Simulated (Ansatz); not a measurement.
Geometry relaxation, with input and output: WS₃ (part 3 of 3)

The same run, continued: WS₃ (slab, 8 atoms in the cell); DFT PBEsol, scalar-relativistic, plane waves, PAW, no spin polarisation (Ansatz 0.2.0); cutoff 420 eV, 9×9×1 k-mesh, Gaussian smearing of 0.05 eV. The structure derives from a Materials Project entry. The input holds or restrains some coordinates. Forces given for the steps count only the free coordinates. It belongs to a series of runs on one base structure; here: clean slab, lower half held.

Geometry of the input (Å; fractional positions):
```
3.1459  0.0000  0.0000
-1.5729  2.7244  0.0000
0.0000  0.0000  54.6583
S  0.6667  0.3333  0.1555
S  0.3333  0.6667  0.4133
W  0.6667  0.3333  0.4420
S  0.3333  0.6667  0.4707
S  0.6667  0.3333  0.5293
W  0.3333  0.6667  0.5580
S  0.6667  0.3333  0.5867
S  0.3333  0.6667  0.8445
```

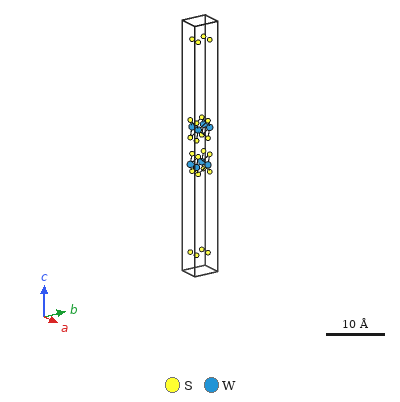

Fig. 1: The geometry at step 2 of the log (ball-and-stick view of the 2 × 2 repeat of the cell, with the vacuum cut short, seen slightly off an axis).

**Results in brief**

| quantity | value |
| --- | --- |
| outcome | converged under the restraints of the input |
| electrons treated | 64 |
| free energy | −25823.7690 eV |
| work function, top face | 7.02 eV |
| work function, bottom face | 7.02 eV |
| Fermi energy | −1.514 eV |
| gap on the k-point mesh | none (metallic) |
| final volume | 468.46 Å³ |
| work function (upper face) | 7.02 eV |
| largest force (length of the vector) at the end, held atoms and coordinates included | 0.019 eV/Å |
| hardware | 2 threads of Intel Xeon (Granite Rapids), 144 GiB of memory available, shared host |
| wall time | 30 s (CPU time 59 s) |
| peak memory | 0.77 GiB |

**Remarks**

Notes on the run: the exchange-correlation potential is rough where the density is thin. Spin–orbit coupling is left out, which matters for W.
